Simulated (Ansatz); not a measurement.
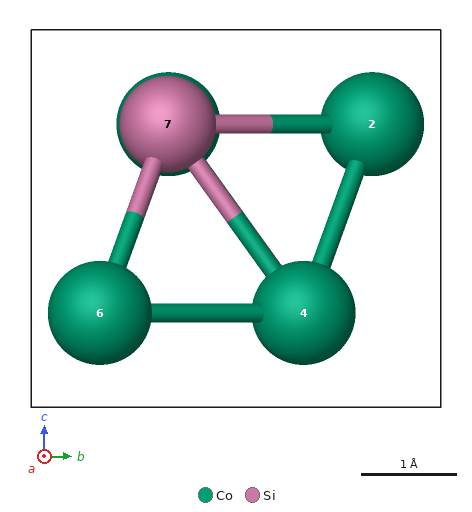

Starting structure of a crystal of Co₃Si (set up in P6_3/mmc). Style: ball-and-stick. Shown: the cell of the calculation, along the a axis.

Case: relaxed functional: PBEsol.

Computed with Ansatz, DFT PBEsol, scalar-relativistic, plane waves, PAW.

Input
```yaml
crystal:
  lattice:
    - [4.976470242, 0.0, 0.0]
    - [-2.488235121, 4.3097496507, 0.0]
    - [0.0, 0.0, 3.972794]
  atoms:
    - { symbol: Co, position: [0.167472, 0.334944, 0.75], spin: 1.12 }
    - { symbol: Co, position: [0.665056, 0.832528, 0.75], spin: 1.12 }
    - { symbol: Co, position: [0.167472, 0.832528, 0.75], spin: 1.12 }
    - { symbol: Co, position: [0.832528, 0.665056, 0.25], spin: 1.12 }
    - { symbol: Co, position: [0.334944, 0.167472, 0.25], spin: 1.12 }
    - { symbol: Co, position: [0.832528, 0.167472, 0.25], spin: 1.12 }
    - { symbol: Si, position: [0.6666666667, 0.3333333333, 0.75] }
    - { symbol: Si, position: [0.3333333333, 0.6666666667, 0.25] }
basis:
  ecutwfc: 420
kpoints:
  mp_grid: { grid: [12, 12, 10] }
hamiltonian:
  xc: pbesol
scf:
  occupations: { method: gaussian, width: 0.1 }
output:
  forces: true
  stress: true
  eigenvalues: true
  populations: true
magnetization:
  spin_polarized: true
relax:
  adjacent_minimum: "off"
  f_tol: 0.01
  max_steps: 60
  cell: { stress_tol: 0.05 }
```

Command:
```bash
ansatz run input.yaml --threads 2 --pin off --max-ram 5120MiB --backend cpu --events-out ev --progress --plain --runs-dir out
```

Question: Predict the outcome.

Answer: The energy falls by 30.1 meV per atom in 7 accepted moves (10 points after the start). Largest force component: 0.094 eV/Å at the start, 0.00014 eV/Å at the end. Pressure: −8.09 GPa at the start and 0.00 GPa at the end. The line search rejected the trial step at point 3 of the run. At 2 points the geometry stayed and the basis and grid were re-selected for the new cell (energy shift of 0.4 meV per atom at most each time). The largest moves relative to the cell, 0.009 Å, are those of Co1, Co2, Co3, Co4, Co5 and Co6. Co1 goes along [−1 −2 0]. Si stays in place. The drawn cell changes as follows: a = b 4.976 → 4.889 Å (−1.8 %), c 3.973 → 3.904 Å (−1.7 %); the volume changes by −5.1 %. Among the contacts that change: Co1–Co2 2.500 → 2.441 Å, Co1–Co5 2.456 → 2.408 Å, Co1–Si7 2.488 → 2.445 Å, Co1–Si8 2.447 → 2.410 Å. The space group stays P6_3/mmc (No. 194). The program noted that the starting moments weren't kept. Cost: 13 min on 2 threads of Intel(R) Xeon(R) Processor @ 2.70GHz, on a shared host, peak memory 1.2 GiB.

The end point in the same view:

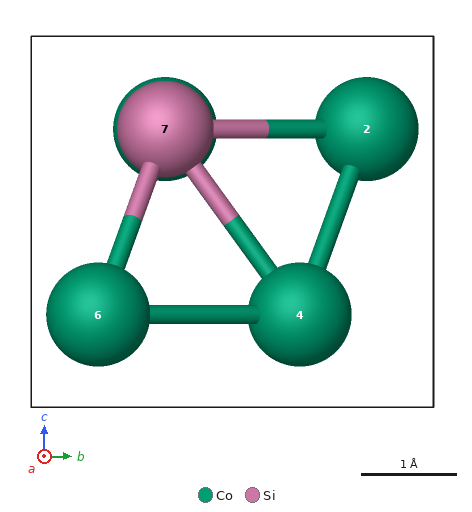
